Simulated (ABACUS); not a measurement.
**Na2S: band-structure run (part 2 of 2)**

Na2S (Fm-3m, 3 atoms in the cell); Kohn-Sham DFT of a periodic cell, PBEsol, PseudoDojo NC SR 0.5 PBE stringent, no spin polarisation (ABACUS 3.10.1); cutoff 1210.91 eV, 6×6×6 k-mesh, fermi-dirac of 0.05 eV. The structure derives from an entry of the Crystallography Open Database.

Geometry of the input (Å; fractional positions):
```
0.0000  3.2735  3.2735
3.2735  0.0000  3.2735
3.2735  3.2735  0.0000
S  0.0000  0.0000  0.0000
Na 0.7500  0.7500  0.7500
Na 0.2500  0.2500  0.2500
```

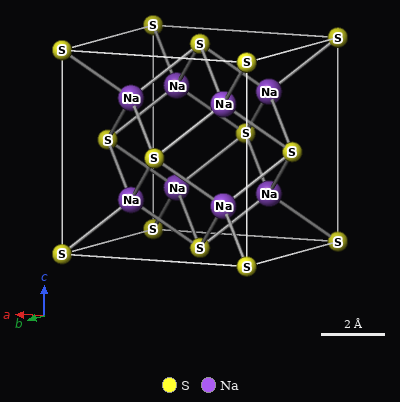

**Figure 1.** The structure as given in the input (ball-and-stick view of the cell 4 times as large as that of the calculation, set on its symmetry axes, seen at an oblique angle). An atom can appear more than once, as a periodic image.

## What the program printed, continued
```
----------------------------------------------------------
 E_KohnSham     -204.4937987057      -2782.2808680625
 E_Harris       -206.6663891990      -2811.8404781925
 E_Fermi        0.1748300881         2.3786853802
----------------------------------------------------------

 PW ALGORITHM --------------- ION=   1  ELEC=   2--------------------------------

 Density error is 0.0279432182359
                          Error Threshold = 0.000952519827418
----------------------------------------------------------
     Energy           Rydberg                 eV
----------------------------------------------------------
 E_KohnSham     -204.5511874461      -2783.0616819328
 E_Harris       -204.5296577126      -2782.7687548803
 E_Fermi        0.2393366916         3.2563427467
----------------------------------------------------------

 PW ALGORITHM --------------- ION=   1  ELEC=   3--------------------------------

 Density error is 0.00192828744862
                          Error Threshold = 0.000116430075983
----------------------------------------------------------
     Energy           Rydberg                 eV
----------------------------------------------------------
 E_KohnSham     -204.5559659041      -2783.1266961890
 E_Harris       -204.5640076475      -2783.2361097210
 E_Fermi        0.2367852558         3.2216286818
----------------------------------------------------------

 PW ALGORITHM --------------- ION=   1  ELEC=   4--------------------------------

 Density error is 3.68762677225e-05
                          Error Threshold = 8.0345310359e-06
----------------------------------------------------------
     Energy           Rydberg                 eV
----------------------------------------------------------
 E_KohnSham     -204.5561239836      -2783.1288469711
 E_Harris       -204.5539079604      -2783.0986964295
 E_Fermi        0.2403355959         3.2699335371
----------------------------------------------------------

 PW ALGORITHM --------------- ION=   1  ELEC=   5--------------------------------

 Density error is 4.27626069337e-06
                          Error Threshold = 1.53651115511e-07
----------------------------------------------------------
     Energy           Rydberg                 eV
----------------------------------------------------------
 E_KohnSham     -204.5561362883      -2783.1290143853
 E_Harris       -204.5484265127      -2783.0241175063
 E_Fermi        0.2407748462         3.2759098435
----------------------------------------------------------

 PW ALGORITHM --------------- ION=   1  ELEC=   6--------------------------------

 Density error is 1.34516525664e-07
                          Error Threshold = 1.7817752889e-08
----------------------------------------------------------
     Energy           Rydberg                 eV
----------------------------------------------------------
 E_KohnSham     -204.5561375766      -2783.1290319142
 E_Harris       -204.5537918529      -2783.0971167059
 E_Fermi        0.2413333612         3.2835088302
----------------------------------------------------------

 PW ALGORITHM --------------- ION=   1  ELEC=   7--------------------------------

 Density error is 7.93095644126e-09
                          Error Threshold = 5.604855236e-10
----------------------------------------------------------
     Energy           Rydberg                 eV
----------------------------------------------------------
 E_KohnSham     -204.5561376168      -2783.1290324603
 E_KS(sigma->0) -204.5561376168      -2783.1290324603
 E_Harris       -204.5566102882      -2783.1354634846
 E_band         -32.5467930697       -442.8218373743
 E_one_elec     -148.0791903223      -2014.7207436094
 E_Hartree      78.4889833510        1067.8974038009
 E_xc           -33.3207776386       -453.3524376753
 E_Ewald        -101.6451530070      -1382.9532549764
 E_entropy(-TS) -0.0000000000        -0.0000000000
 E_descf        0.0000000000         0.0000000000
 E_exx          0.0000000000         0.0000000000
 E_Fermi        0.2414558567         3.2851754662
----------------------------------------------------------

 charge density convergence is achieved
 final etot is -2783.1290325 eV
 EFERMI = 3.2851754662 eV

 STATE ENERGY(eV) AND OCCUPATIONS    NSPIN == 1
 1/4 kpoint (Cartesian) = 0.0000 0.0000 0.0000 (6735 pws)
       1       -48.2401     0.00925926
       2       -48.2283     0.00925926
       3       -20.1205     0.00925926
       4       -20.1205     0.00925926
       5       -20.1205     0.00925926
       6       -20.0656     0.00925926
       7       -20.0656     0.00925926
       8       -20.0656     0.00925926
       9       -8.24532     0.00925926
      10        1.89198     0.00925926
      11        1.89198     0.00925926
      12        1.89198     0.00925926
      13        4.23801    4.90218e-11
      14        9.52740    5.58841e-57
      15        9.52740    5.58841e-57
      16        9.52740    5.58841e-57
      17        11.1579    3.84676e-71
      18        11.1579    3.84676e-71
      19        12.9793    5.80884e-87
      20        12.9793    5.80884e-87
      21        12.9793    5.80884e-87
      22        15.3058        0.00000

 2/4 kpoint (Cartesian) = 0.025457 0.025457 0.025457 (6687 pws)
       1       -48.2393      0.0740741
       2       -48.2291      0.0740741
       3       -20.1182      0.0740741
       4       -20.1171      0.0740741
       5       -20.1171      0.0740741
       6       -20.0712      0.0740741
       7       -20.0695      0.0740741
       8       -20.0695      0.0740741
       9       -8.18586      0.0740741
      10        1.28906      0.0740741
      11        1.85669      0.0740741
      12        1.85669      0.0740741
      13        5.01610    6.83998e-17
      14        9.15920    7.05595e-53
      15        9.62603    6.21885e-57
      16        9.62603    6.21885e-57
      17        10.6954    3.20287e-66
      18        10.6954    3.20287e-66
      19        12.3278    2.11834e-80
      20        14.3061        0.00000
      21        14.3061        0.00000
      22        16.2090        0.00000

 3/4 kpoint (Cartesian) = 0.050914 0.050914 0.050914 (6724 pws)
       1       -48.2371      0.0740741
       2       -48.2312      0.0740741
       3       -20.1113      0.0740741
       4       -20.1075      0.0740741
       5       -20.1075      0.0740741
       6       -20.0845      0.0740741
       7       -20.0800      0.0740741
       8       -20.0800      0.0740741
       9       -8.06270      0.0740741
      10       0.516996      0.0740741
      11        1.78947      0.0740741
      12        1.78947      0.0740741
      13        6.11955    1.78057e-26
      14        8.52305    2.36638e-47
      15        9.18288    4.39341e-53
      16        9.18288    4.39341e-53
      17        11.5505    1.19558e-73
      18        11.5505    1.19558e-73
      19        12.1529    7.00223e-79
      20        15.6181        0.00000
      21        15.6181        0.00000
      22        15.9552        0.00000

 4/4 kpoint (Cartesian) = 0.076371 0.076371 0.076371 (6754 pws)
       1       -48.2341      0.0370370
       2       -48.2341      0.0370370
       3       -20.1022      0.0370370
       4       -20.0968      0.0370370
       5       -20.0948      0.0370370
       6       -20.0948      0.0370370
       7       -20.0932      0.0370370
       8       -20.0932      0.0370370
       9       -7.99880      0.0370370
      10       0.216461      0.0370370
      11        1.75740      0.0370370
      12        1.75740      0.0370370
      13        6.57403    1.00462e-30
      14        8.19707    8.02578e-45
      15        8.93379    3.20149e-51
      16        8.93379    3.20149e-51
      17        12.9801    2.29018e-86
      18        13.1908    3.38081e-88
      19        13.1908    3.38081e-88
      20        13.6645        0.00000
      21        13.6645        0.00000
      22        14.1501        0.00000

------------------------------------------------------------------------------------------
 TOTAL-FORCE (eV/Angstrom)
------------------------------------------------------------------------------------------
                        S1         0.0000000000         0.0000000000         0.0000000000
                       Na1         0.0000000000         0.0000000000         0.0000000000
                       Na2         0.0000000000         0.0000000000         0.0000000000
------------------------------------------------------------------------------------------

----------------------------------------------------------------
 TOTAL-STRESS (KBAR)
----------------------------------------------------------------
        -5.3092253508        -0.0000000000        -0.0000000000
        -0.0000000000        -5.3092253508         0.0000000000
        -0.0000000000         0.0000000000        -5.3092253508
----------------------------------------------------------------
 TOTAL-PRESSURE: -5.309225 KBAR

 --------------------------------------------
 !FINAL_ETOT_IS -2783.1290324602982764 eV
 --------------------------------------------
```

## Standard output
```
ABACUS ,Local thread limit: 128
v3.10.1

               Atomic-orbital Based Ab-initio Computation at UStc

 dft_functional readin is: pbesol
 dft_functional in pseudopot file is: PBE
 Please make sure this is what you need
 dft_functional readin is: pbesol
 dft_functional in pseudopot file is: PBE
 Please make sure this is what you need

%%%%%%%%%%%%%%%%%%%%%%%%%%%%%%%%%%%%%%%%%%%%%%%%%%%%%%%%%%%%%%%%%%%%%%%%%%%%%%%%%%%%%%%%%%%%%%%%%%%%%%%%%
 Warning: the number of valence electrons in pseudopotential > 1 for Na: [Ne] 3s1
 Pseudopotentials with additional electrons can yield (more) accurate outcomes, but may be less efficient.
 If you're confident that your chosen pseudopotential is appropriate, you can safely ignore this warning.
%%%%%%%%%%%%%%%%%%%%%%%%%%%%%%%%%%%%%%%%%%%%%%%%%%%%%%%%%%%%%%%%%%%%%%%%%%%%%%%%%%%%%%%%%%%%%%%%%%%%%%%%%

 UNIFORM GRID DIM        : 54 * 54 * 54
 UNIFORM GRID DIM(BIG)   : 54 * 54 * 54
 ---------------------------------------------------------
 Self-consistent calculations for electrons
 ---------------------------------------------------------
 SPIN    KPOINTS         PROCESSORS  THREADS
 1       16              4           4
 ---------------------------------------------------------
 Use plane wave basis
 ---------------------------------------------------------
 ELEMENT NATOM       XC
 S       1
 Na      2
 ---------------------------------------------------------
 Initial plane wave basis and FFT box
 ---------------------------------------------------------
 -------------------------------------------
 SELF-CONSISTENT :
 -------------------------------------------
 START CHARGE      : atomic
 ITER       ETOT/eV          EDIFF/eV         DRHO     TIME/s
 DA1     -2.78228087e+03   0.00000000e+00   2.2860e-01   3.66
 DA2     -2.78306168e+03  -7.80813870e-01   2.7943e-02   1.66
 DA3     -2.78312670e+03  -6.50142562e-02   1.9283e-03   1.60
 DA4     -2.78312885e+03  -2.15078207e-03   3.6876e-05   1.54
 DA5     -2.78312901e+03  -1.67414193e-04   4.2763e-06   1.92
 DA6     -2.78312903e+03  -1.75288926e-05   1.3452e-07   1.79
 DA7     -2.78312903e+03  -5.46093779e-07   7.9310e-09   1.82
----------------------------------------------------------------
 TOTAL-STRESS (KBAR)
----------------------------------------------------------------
        -5.3092253508        -0.0000000000        -0.0000000000
        -0.0000000000        -5.3092253508         0.0000000000
        -0.0000000000         0.0000000000        -5.3092253508
----------------------------------------------------------------
 TOTAL-PRESSURE: -5.309225 KBAR
```

## Key numbers

```csv
quantity,value
outcome,converged
space group (tolerance 0.01 Å),Fm-3m (225)
electrons treated,24
free energy,−2783.1290 eV
Fermi energy,3.285 eV
gap on the k-point mesh,2.35 eV
pressure,−0.53 GPa
largest force (length of the vector),under 0.001 eV/Å
hardware,"4 threads of Intel Xeon @ 2.90GHz (Ice Lake), 128 GiB of memory available, shared host"
wall time,15 s (CPU time 61 s)
peak memory,0.52 GiB
```
